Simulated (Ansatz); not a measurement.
## A series of single points on Sb

System: Sb (Pm-3m, 1 atom in the cell).
Method: Kohn-Sham DFT of a periodic cell, PBE, all-electron LAPW, scalar-relativistic, no spin polarisation (Ansatz 0.2.0).

The 7 runs differ only in the geometry, by an even scaling of the cell at fixed fractional positions. The structure derives from an entry of the Crystallography Open Database.

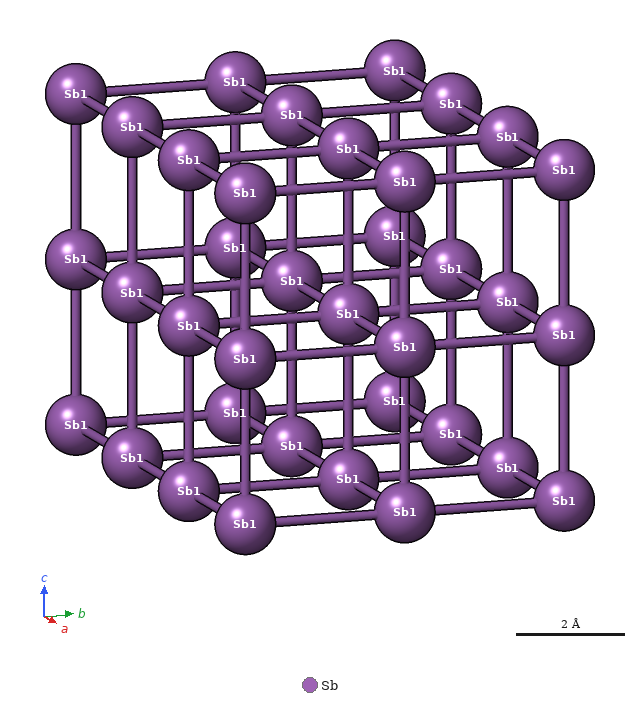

Figure 1. The structure of run 4 (ball-and-stick view of the cell of the calculation, repeated 3 × 2 × 2, seen slightly off an axis; atoms are numbered from 1 in the order of the input).

## Input of run 4
```yaml
crystal:
  lattice:
    - [3.16, 0.0, 0.0]
    - [0.0, 3.16, 0.0]
    - [0.0, 0.0, 3.16]
  atoms:
    - { symbol: Sb, position: [0.0, 0.0, 0.0] }
kpoints:
  mp_grid: { grid: [8, 8, 8] }
scf:
  occupations: { method: fermi_dirac, width: 0.05 }
hamiltonian:
  xc: pbe
  pseudopotentials: { kind: all_electron, lapw: { basis_error: 0.0005 } }
output:
  forces: true
  stress: true
  eigenvalues: true
```

Command:
```bash
ansatz run input.yaml --threads 1 --pin off --max-ram 2560MiB --backend cpu --events-out ev --progress --plain --runs-dir out
```

Lattice vectors (Å) and fractional positions of run 4:
```
   3.160000    0.000000    0.000000
   0.000000    3.160000    0.000000
   0.000000    0.000000    3.160000
Sb  0.000000  0.000000  0.000000
```

Run 5 differs from it as follows:
```diff
-    - [3.16, 0.0, 0.0]
-    - [0.0, 3.16, 0.0]
-    - [0.0, 0.0, 3.16]
+    - [3.1809277622, 0.0, 0.0]
+    - [0.0, 3.1809277622, 0.0]
+    - [0.0, 0.0, 3.1809277622]
```

## Results, with one run withheld

```csv
run,volume per atom (Å³),"free energy per atom, from the lowest run given (meV)",pressure (GPa)
1,29.661,1.80,1.09
2,30.292,0.00,−0.15
3,30.923,2.83,−1.26
4,31.554,9.77,−2.24
5,32.186,?,?
6,32.817,34.16,−3.88
7,33.448,50.81,−4.56
```

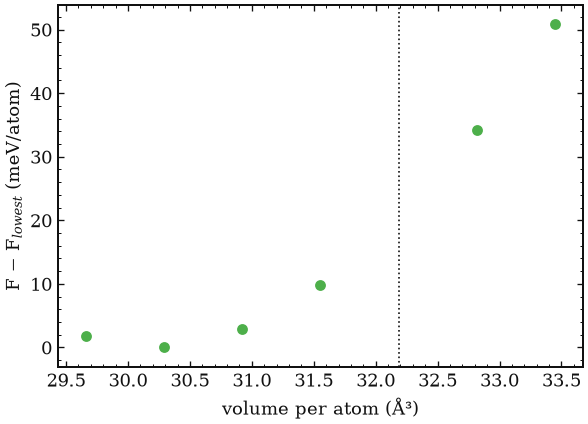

Figure 2. Free energy per atom of the runs given; the dotted line marks run 5.

Estimate the energy of run 5 from the others.

A cubic polynomial in V^(−2/3) (the Birch–Murnaghan form), fitted to the 6 runs given, misses them by under 0.01 meV per atom. With x = V^(−2/3) − 0.10047 Å⁻², it reads F = 7.7376 − 5896.1 x + 1.1056e+06 x² + 4.4442e+06 x³ (meV per atom). At run 5 it gives 20.36 meV per atom, and the run itself gives 20.35. The slope of the fit gives a pressure −dF/dV of −3.11 GPa there, and the run prints −3.11 GPa. The fit has its minimum at 30.210 Å³ per atom, where V d²F/dV² gives 57.2 GPa: the bulk modulus at this level, since symmetry fixes the shape and the positions.

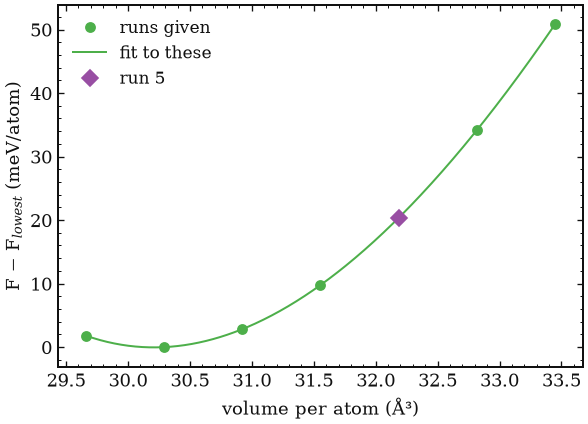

Figure 3. The fit and the withheld run.

## Output, shortened to warnings, some set-up lines, iterations and results (run 5)
```
Basis set: ecut = 196.3641103139481 eV, 203 PW (Γ), exchange–correlation at level 2
Symmetry: 48 space group operations
k-points: 35 of 512
Initial density: superposition of atomic densities (chi_scale 0.1, normalization cell)
[...]
SCF iter   1: F=—  HF=-176368.106892 eV  |F-HF|=—  |Δ(HF+E_count)|=         —  Δρ=7.79e-3  dr2=1.37e-2  ethr=5.94e-5  ⟨swp⟩=3.5  Hψ=3947  notcnv=0
SCF iter   2: F=—  HF=-176368.110356 eV  |F-HF|=—  |Δ(HF+E_count)|=   3.46e-3  Δρ=2.38e-3  dr2=7.97e-4  ethr=3.46e-6  ⟨swp⟩=2.0  Hψ=2784  notcnv=0
SCF iter   3: F=—  HF=-176368.110835 eV  |F-HF|=—  |Δ(HF+E_count)|=   4.80e-4  Δρ=5.78e-4  dr2=6.81e-5  ethr=3.46e-6  ⟨swp⟩=2.9  Hψ=1615  notcnv=0
SCF iter   4: F=—  HF=-176368.109749 eV  |F-HF|=—  |Δ(HF+E_count)|=   1.09e-3  Δρ=2.60e-4  dr2=1.28e-5  ethr=2.96e-7  ⟨swp⟩=2.3  Hψ=1571  notcnv=0
SCF iter   5: F=—  HF=-176368.109764 eV  |F-HF|=—  |Δ(HF+E_count)|=   1.51e-5  Δρ=3.90e-5  dr2=6.77e-7  ethr=5.57e-8  ⟨swp⟩=2.8  Hψ=1610  notcnv=0
SCF iter   6: F=-176368.109764 eV  HF=-176368.109764 eV  |F-HF|=8.03e-9  |Δ(HF+E_count)|=   3.41e-7  Δρ=8.92e-6  dr2=4.20e-8  ethr=2.95e-9  ⟨swp⟩=3.0  Hψ=1626  notcnv=0
SCF 1 converged in 6 iterations: F = -176368.109764 eV  dr2 = 4.20e-8
SCF converged after 6 iterations
Free energy (F): -176368.109764 eV
Harris-Foulkes:  -176368.109764 eV  (|F-HF|=8.03e-9)
Internal energy: -176368.102441 eV  (E = F + TS)
E sigma→0 (E₀):  -176368.106103 eV
Entropy (-TS):   -0.007323 eV (-7.323 meV/atom)
Fermi energy:    11.271363 eV
--- Per-component energies (eV) ---
  E_band       = -926.284109
  E_kinetic    = 185869.214388
  E_xc         = -4642.991821
  E_electrostatic = -357594.325007  (all electrons and nuclei)
  E_smearing   = -0.007323  (= −TS)
  E_closure    = 0.000000  (closes the sum)
  E_atoms      = -176364.064481  (free atoms, spherical and without spin; not in F)
  Σ components = -176368.109764   (vs F -176368.109764, Δ=0.00e0)
  Basis errors (estimates in eV, not in F): energy 1.7e-4 per atom: plane waves 1.6e-4 (8.8e-5 summed), levels above the bands 1.8e-64, relativity 1.7e-8, radial functions 6.0e-6, core shells 1.7e-10; eigenvalues (radial functions only) 3.9e-6; not estimated: angular momenta, meshes, grids; target …
--- Forces (eV/Å), atoms counted from 1 ---
  atom   1  Sb    -0.00000000     0.00000000     0.00000000
  max |Σ_I F_I| component: 2.47e-31 eV/Å
--- Stress (GPa, compression-positive) ---
       -3.110622      -0.000000       0.000000
       -0.000000      -3.110622       0.000000
        0.000000       0.000000      -3.110622
  P = ⅓ Tr σ = -3.1106 GPa (-31.106 kbar)
```
